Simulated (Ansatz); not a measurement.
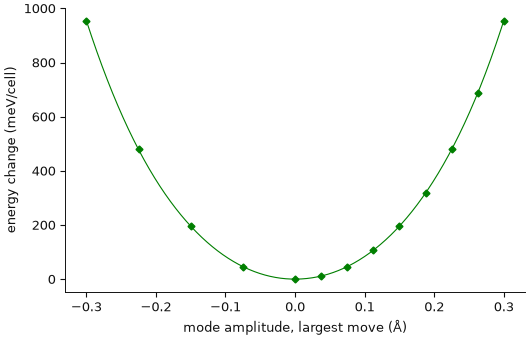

The figure shows the energy change against mode amplitude for AlNi₃, space group Fm-3m (No. 225).

The given structure:
```yaml
crystal:
  lattice:
    - [0.00000, 2.80189, 2.80189]
    - [2.80189, 0.00000, 2.80189]
    - [2.80189, 2.80189, 0.00000]
  atoms:
    - { symbol: Al, position: [0.50000, 0.50000, 0.50000] }
    - { symbol: Ni, position: [0.25000, 0.25000, 0.25000] }
    - { symbol: Ni, position: [0.00000, 0.00000, 0.00000] }
    - { symbol: Ni, position: [0.75000, 0.75000, 0.75000] }
```

Displacement pattern for amplitude 1 (x, y, z for each atom, in the order of the cell):
```tsv
atom	x	y	z
Al1	0.00	0.00	0.00
Ni2	0.00	1.00	0.00
Ni3	0.00	0.00	0.00
Ni4	0.00	-1.00	0.00
```

Method: a normal mode of the cell frozen into a crystal at growing amplitude, by plane-wave density functional theory with PAW datasets, free energies less that of the undisturbed cell, pressure positive in compression; scalar-relativistic (Ansatz 0.2.0). Level: r2SCAN, no spin polarisation.

wave cutoff 500 eV; k mesh 14×14×14; occupations Gaussian; smearing width 0.15 eV; k shift (0, 0, 0) (mesh steps); start relaxed.

The points at mode amplitude −0.225, −0.075, 0.15 and 0.3 follow from computed ones by symmetry.

From this curve and the settings, what does the calculation give for the force along the mode and pressure at the same points?

The force along the mode falls from 8.1 eV/Å at mode amplitude −0.3000 Å to −8.1 eV/Å at 0.3000 Å, and changes sign near 0.000 Å. The pressure goes from 13.4 GPa at mode amplitude −0.3000 Å to 13.4 GPa at 0.3000 Å, not monotonically, with a low of 0.0 GPa at 0.0000 Å.

```csv
"mode amplitude, largest move (Å)",force along the mode (eV/Å),pressure (GPa)
-0.3000,8.1,13.4
-0.2250,4.9,7.1
-0.1500,2.8,3.1
-0.0750,1.3,0.8
0.0000,0.0,0.0
0.0375,-0.6,0.2
0.0750,-1.3,0.8
0.1125,-2.0,1.7
0.1500,-2.8,3.1
0.1875,-3.7,4.9
0.2250,-4.9,7.1
0.2625,-6.3,10.0
0.3000,-8.1,13.4
```

Limits of the calculation: no spin polarisation, a magnetic state may lie lower.
